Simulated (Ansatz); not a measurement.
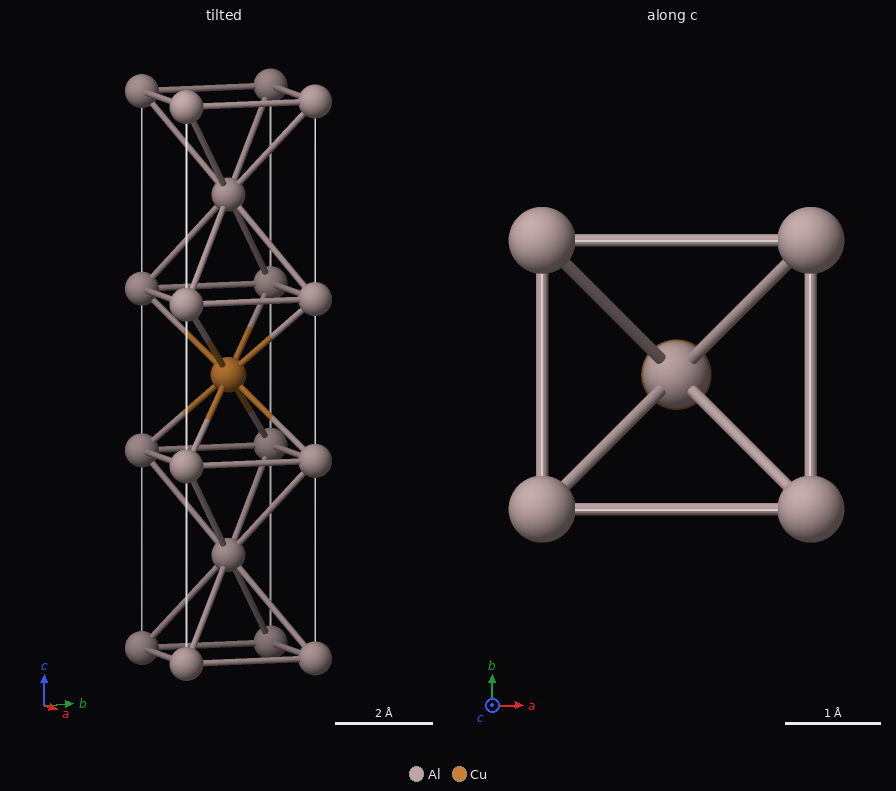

Drawn in the ball-and-stick manner and seen slightly off an axis and along the c axis. Atoms at the boundary of the conventional unit cell (the box) are drawn once for each face, edge or corner they touch. Cell: a = 2.83 Å, b = 2.83 Å, c = 11.66 Å, α = 90.00°, β = 90.00°, γ = 90.00°.

Origin of the cell: a structure type filled with these elements by a generator (whether the compound takes this form wasn't checked). Earlier steps of the study, as a rule a relaxation of our own, may have changed the cell and positions, so they can lie some per cent off the listed ones. It was run through Ansatz as a DFT input.

### Explain the picture.

The formula is Al5Cu. Space group: P4/mmm (No. 123). Lattice: primitive tetragonal. Atoms per cell: 6 (5 Al, 1 Cu). Cu is coordinated by eight Al and four Cu in a distorted cuboctahedral arrangement (about 2.6 Å to Al, 2.8 Å to Cu). Al takes three kinds of site: 2h with twelve Al in a cuboctahedral arrangement at about 2.8 to 2.9 Å; 1a with twelve Al in a cuboctahedral arrangement at about 2.8 Å; 2g with eight Al and four Cu in a distorted cuboctahedral arrangement (about 2.8 to 2.9 Å to Al, 2.6 Å to Cu). The bonds build a three-dimensional framework.

Electronic-structure method: DFT PBEsol, scalar-relativistic, plane waves, PAW in Ansatz 0.2.0. Parameters: plane waves up to 420 eV, k-mesh 14×14×4, Gaussian smearing of 0.1 eV, no spin polarisation.

### Is the electronic structure metallic or gapped?

A metal: bands cross the Fermi level.

### How charged are the atoms, by the Bader scheme?

Al -0.02 to +0.55 e; Cu -1.10 e.

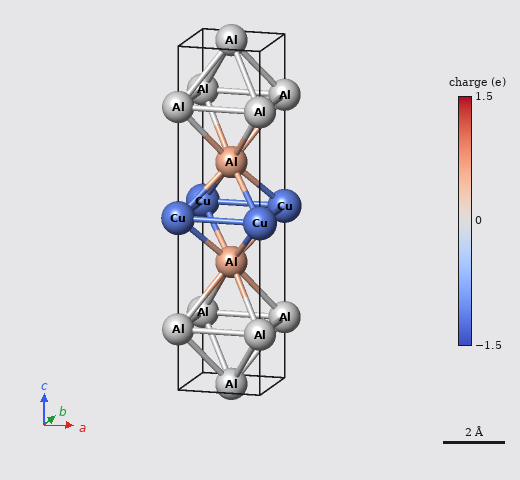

The atoms coloured by those charges. The run's cell of 6 atoms is drawn, so axes and origin can differ from the first picture.

### Does the calculation find this structure at rest?

No. The largest force is 0.14 eV/Å, on Al. The pressure is -2.3 GPa, so the cell would contract.
